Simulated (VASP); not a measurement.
Efg calculation, with input and output: SnO (part 1 of 2)

The run: efg calculation of SnO (4 atoms in the cell). Method and program: Kohn-Sham DFT of a periodic cell, PBEsol, VASP PAW PBE potentials, semicore, no spin polarisation (VASP 6.6.1).

The structure derives from an entry of the Crystallography Open Database.

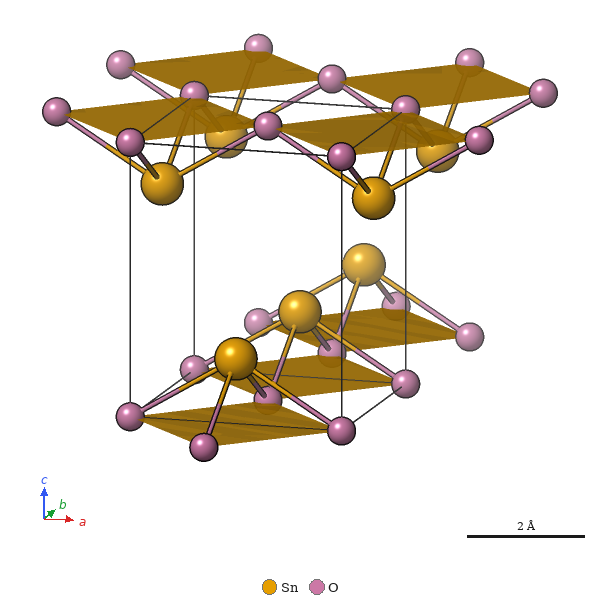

The input geometry (polyhedral view of the cell of the calculation, repeated 1 × 2 × 1, seen slightly off an axis; polyhedra are completed across the faces of the cell).

Summary

```csv
quantity,value
outcome,converged
space group (tolerance 0.01 Å),P4/nmm (129)
electrons treated,40
free energy,−24.2122 eV
Fermi energy of the self-consistent step,7.081 eV
gap on the k-point mesh,0.05 eV
pressure,0.77 GPa
largest force (length of the vector),0.293 eV/Å
hardware,"1 thread of Intel Xeon (Granite Rapids), 64 GiB of memory available, shared host"
wall time,32 s
peak memory,0.21 GiB
```

INCAR
```
SYSTEM = SnO
  PREC = Accurate
  ENCUT = 600
  EDIFF = 1E-7
  ISMEAR = -1
  SIGMA = 0.02
  LREAL = .False.
  LASPH = .True.
  NELM = 100
  ALGO = Fast
  ISIF = 2
  LWAVE = .False.
  LCHARG = .False.
  GGA = PS
  LEFG = .True.
```

KPOINTS
```
regular mesh
0
Gamma
  6 6 5
  0 0 0
```

POSCAR
```
SnO
1.0
    3.7986000000      0.0000000000      0.0000000000
    0.0000000000      3.7986000000      0.0000000000
    0.0000000000      0.0000000000      4.8408000000
Sn O
2 2
Direct
    0.5000000000      0.0000000000      0.2369000000
    0.0000000000      0.5000000000      0.7631000000
    0.0000000000      0.0000000000      0.0000000000
    0.5000000000      0.5000000000      0.0000000000
```

Launch command:
```bash
cat potpaw_PBE.64/Sn_d/POTCAR potpaw_PBE.64/O/POTCAR > POTCAR
mpirun -np 1 vasp_std > vasp.out
```

OSZICAR
```
N       E                     dE             d eps       ncg     rms          rms(c)
DAV:   1     0.419999831769E+03    0.42000E+03   -0.22557E+04  1464   0.278E+03
DAV:   2     0.332564358362E+02   -0.38674E+03   -0.37983E+03  1536   0.612E+02
DAV:   3    -0.250374350672E+02   -0.58294E+02   -0.57363E+02  1760   0.199E+02
DAV:   4    -0.273829126751E+02   -0.23455E+01   -0.23434E+01  1584   0.444E+01
DAV:   5    -0.274496632933E+02   -0.66751E-01   -0.66736E-01  1968   0.753E+00    0.108E+01
RMM:   6    -0.241572797695E+02    0.32924E+01   -0.14081E+01  1773   0.199E+01    0.416E+00
RMM:   7    -0.242317680501E+02   -0.74488E-01   -0.20127E+00  1907   0.863E+00    0.257E+00
RMM:   8    -0.242243477074E+02    0.74203E-02   -0.42742E-01  1911   0.417E+00    0.892E-01
RMM:   9    -0.242119113621E+02    0.12436E-01   -0.14969E-01  2037   0.182E+00    0.404E-01
RMM:  10    -0.242138552117E+02   -0.19438E-02   -0.27941E-02  1872   0.113E+00    0.351E-01
RMM:  11    -0.242120884717E+02    0.17667E-02   -0.73630E-03  1995   0.633E-01    0.291E-02
RMM:  12    -0.242121712906E+02   -0.82819E-04   -0.11059E-03  2097   0.261E-01    0.336E-02
RMM:  13    -0.242121952556E+02   -0.23965E-04   -0.28145E-04  2260   0.100E-01    0.295E-02
RMM:  14    -0.242121955491E+02   -0.29352E-06   -0.41200E-05  2055   0.435E-02    0.126E-02
RMM:  15    -0.242121952305E+02    0.31859E-06   -0.94144E-06  2011   0.209E-02    0.640E-03
RMM:  16    -0.242121954061E+02   -0.17559E-06   -0.23814E-06  1967   0.116E-02    0.558E-03
RMM:  17    -0.242121950938E+02    0.31232E-06   -0.91032E-07  1642   0.702E-03    0.257E-03
RMM:  18    -0.242121950160E+02    0.77771E-07   -0.64578E-07  1478   0.557E-03
   1 F= -.24212195E+02 E0= -.24211994E+02  d E =-.402874E-03
```

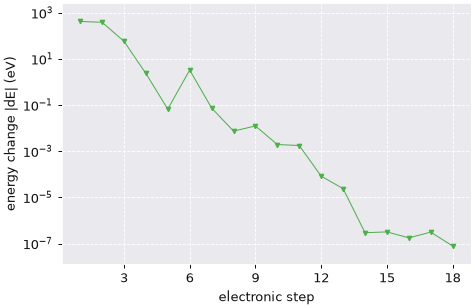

Convergence of the self-consistent field: energy change |dE| against the electronic step. It takes 18 electronic steps. The density is held fixed in the first few steps, and dE rises again when its update begins.

Parts of OUTCAR
```
SYSTEM = SnO
   PREC = Accurate
   ENCUT = 600
   EDIFF = 1E-7
   ISMEAR = -1
   LREAL = .False.
   LASPH = .True.
   NELM = 100
   ISIF = 2
   GGA = PS

 ion  position               nearest neighbor table
   1  0.500  0.000  0.237-   3 2.22   4 2.22   4 2.22   3 2.22   2 3.53   2 3.53   2 3.53   2 3.53
                             2 3.70   2 3.70   2 3.70   2 3.70
   2  0.000  0.500  0.763-   3 2.22   4 2.22   3 2.22   4 2.22   1 3.53   1 3.53   1 3.53   1 3.53
                             1 3.70   1 3.70   1 3.70   1 3.70
   3  0.000  0.000  0.000-   1 2.22   2 2.22   2 2.22   1 2.22
   4  0.500  0.500  0.000-   1 2.22   2 2.22   1 2.22   2 2.22

  LATTYP: Found a simple tetragonal cell.
 ALAT       =     3.7986000000
 C/A-ratio  =     1.2743642395

  Lattice vectors:

 A1 = (   3.7986000000,   0.0000000000,   0.0000000000)
 A2 = (   0.0000000000,   3.7986000000,   0.0000000000)
 A3 = (   0.0000000000,   0.0000000000,   4.8408000000)

Analysis of symmetry for initial positions (statically):
=====================================================================
 Subroutine PRICEL returns:
 Original cell was already a primitive cell.

 Routine SETGRP: Setting up the symmetry group for a
 simple tetragonal supercell.

 Subroutine GETGRP returns: Found 16 space group operations
 (whereof  8 operations were pure point group operations)
 out of a pool of 16 trial point group operations.

The static configuration has the point symmetry D_2d.
 The point group associated with its full space group is D_4h.

Analysis of symmetry for dynamics (positions and initial velocities):
=====================================================================
 Subroutine PRICEL returns:
 Original cell was already a primitive cell.

 Routine SETGRP: Setting up the symmetry group for a
 simple tetragonal supercell.

 Subroutine GETGRP returns: Found 16 space group operations
 (whereof  8 operations were pure point group operations)
 out of a pool of 16 trial point group operations.

The dynamic configuration has the point symmetry D_2d.
 The point group associated with its full space group is D_4h.

 Subroutine INISYM returns: Found 16 space group operations
 (whereof  8 operations are pure point group operations),
 and found     1 'primitive' translations

----------------------------------------------------------------------------------------

                                     Primitive cell

  volume of cell :      69.8497

  direct lattice vectors                    reciprocal lattice vectors
     3.798600000  0.000000000  0.000000000     0.263254883  0.000000000  0.000000000
     0.000000000  3.798600000  0.000000000     0.000000000  0.263254883  0.000000000
     0.000000000  0.000000000  4.840800000     0.000000000  0.000000000  0.206577425

  length of vectors
     3.798600000  3.798600000  4.840800000     0.263254883  0.263254883  0.206577425

  position of ions in fractional coordinates (direct lattice)
     0.500000000  0.000000000  0.236900000
     0.000000000  0.500000000  0.763100000
     0.000000000  0.000000000  0.000000000
     0.500000000  0.500000000  0.000000000

  ion indices of the primitive-cell ions
   primitive index   ion index
                 1           1
                 2           2
                 3           3
                 4           4

----------------------------------------------------------------------------------------

 KPOINTS: regular mesh

Automatic generation of k-mesh.
 Grid dimensions read from file:
 generate k-points for:    6    6    5

 Generating k-lattice:

  Cartesian coordinates                     Fractional coordinates (reciprocal lattice)
     0.043875814  0.000000000  0.000000000     0.166666667  0.000000000  0.000000000
     0.000000000  0.043875814  0.000000000     0.000000000  0.166666667  0.000000000
     0.000000000  0.000000000  0.041315485     0.000000000  0.000000000  0.200000000

  Length of vectors
     0.043875814  0.043875814  0.041315485

  Shift w.r.t. Gamma in fractional coordinates (k-lattice)
     0.000000000  0.000000000  0.000000000

 Subroutine IBZKPT returns following result:
 ===========================================

 Found     30 irreducible k-points:

 Following reciprocal coordinates:
            Coordinates               Weight
  0.000000  0.000000  0.000000      1.000000
  0.166667  0.000000  0.000000      4.000000
  0.333333  0.000000  0.000000      4.000000
  0.500000  0.000000  0.000000      2.000000
  0.166667  0.166667  0.000000      4.000000
  0.333333  0.166667  0.000000      8.000000
  0.500000  0.166667  0.000000      4.000000
  0.333333  0.333333  0.000000      4.000000
  0.500000  0.333333  0.000000      4.000000
  0.500000  0.500000  0.000000      1.000000
  0.000000  0.000000  0.200000      2.000000
  0.166667  0.000000  0.200000      8.000000
  0.333333  0.000000  0.200000      8.000000
  0.500000  0.000000  0.200000      4.000000
  0.166667  0.166667  0.200000      8.000000
  0.333333  0.166667  0.200000     16.000000
  0.500000  0.166667  0.200000      8.000000
  0.333333  0.333333  0.200000      8.000000
  0.500000  0.333333  0.200000      8.000000
  0.500000  0.500000  0.200000      2.000000
  0.000000  0.000000  0.400000      2.000000
  0.166667  0.000000  0.400000      8.000000
  0.333333  0.000000  0.400000      8.000000
  0.500000  0.000000  0.400000      4.000000
 [... further k-points ...]
   k-points           NKPTS =     30   k-points in BZ     NKDIM =     30   number of bands    NBANDS=     24
   number of dos      NEDOS =    301   number of ions     NIONS =      4
   total plane-waves  NPLWV =  36000
   dimension x,y,z NGX =    30 NGY =   30 NGZ =   40
   dimension x,y,z NGXF=    60 NGYF=   60 NGZF=   80
   ions per type =               2   2
   NGX,Y,Z   is equivalent  to a cutoff of  13.13, 13.13, 13.74 a.u.
   NGXF,Y,Z  is equivalent  to a cutoff of  26.26, 26.26, 27.47 a.u.
 SYSTEM =  SnO
   PREC   = accura    normal or accurate (medium, high low for compatibility)
   ISTART =      0    job   : 0-new  1-cont  2-samecut
   ICHARG =      2    charge: 1-file 2-atom 10-const
   ISPIN  =      1    spin polarized calculation?
   LNONCOLLINEAR =      F non collinear calculations
   LSORBIT =      F    spin-orbit coupling
   LASPH  =      T    aspherical Exc in radial PAW
   ENCUT  =  600.0 eV  44.10 Ry    6.64 a.u.   7.59  7.59  9.67*2*pi/ulx,y,z
   NELM   =    100;   NELMIN=  2; NELMDL= -5     # of ELM steps
   EDIFF  = 0.1E-06   stopping-criterion for ELM
   LREAL  =      F    real-space projection
   EDIFFG = 0.1E-05   stopping-criterion for IOM
   NSW    =      0    number of steps for IOM
   IBRION =     -1    ionic relax: 0-MD 1-quasi-New 2-CG
   NFREE  =      0    steps in history (QN), initial steepest desc. (CG)
   ISIF   =      2    stress and relaxation
   ISYM   =      2    0-nonsym 1-usesym 2-fastsym
   POTIM  = 0.5000    time-step for ionic-motion
   TEBEG  =    0.0;   TEEND  =   0.0 temperature during run
   PSTRESS=    0.0 pullay stress
   NELECT =      40.0000    total number of electrons
   NUPDOWN=      -1.0000    fix difference up-down
   EMIN   =  10.00;   EMAX   =-10.00  energy-range for DOS
   EFERMI =   0.00;   METHOD = LEGACY
   ISMEAR =    -1;   SIGMA  =   0.02  broadening in eV -4-tet -1-fermi 0-gaus
   EFERMI_NEDOS =   21; number of points for ismear=-14 and -15
   IALGO  =     68    algorithm
   IMIX   =      4    mixing-type and parameters
     AMIX     =   0.40;   BMIX     =  1.00
     AMIX_MAG =   1.60;   BMIX_MAG =  1.00
  volume/ion in A,a.u.               =      17.46       117.84
  Fermi-wavevector in a.u.,A,eV,Ry     =   1.359482  2.569048 25.146163  1.848191
  Thomas-Fermi vector in A             =   2.486226
   LORBIT       =      0    0 simple, 1 ext, 2 COOP (PROOUT), +10 PAW based schemes
   GGA     = PS    functional components
   LHFCALC =     F    Hartree Fock is set to
   AEXX    =    0.0000 exact exchange contribution
   IVDW    =     0    specifies the selected vdW correction
   LEPSILON=     F    determine dielectric tensor
   LRPA    =     F    only Hartree local field effects (RPA)
 non-spin polarized calculation
 RMM-DIIS sequential band-by-band and
  energy-cutoff  :      600.00
  volume of cell :       69.85
 maximum number of plane-waves:      2349
   NGX = 15   NGY = 15   NGZ = 19

 number of electron      40.0000023 magnetization

 Free energy of the ion-electron system (eV)
  ---------------------------------------------------
  ext. energy  EPLUGINS =         0.00000000
  ---------------------------------------------------
  free energy    TOTEN  =       -24.21219502 eV
```
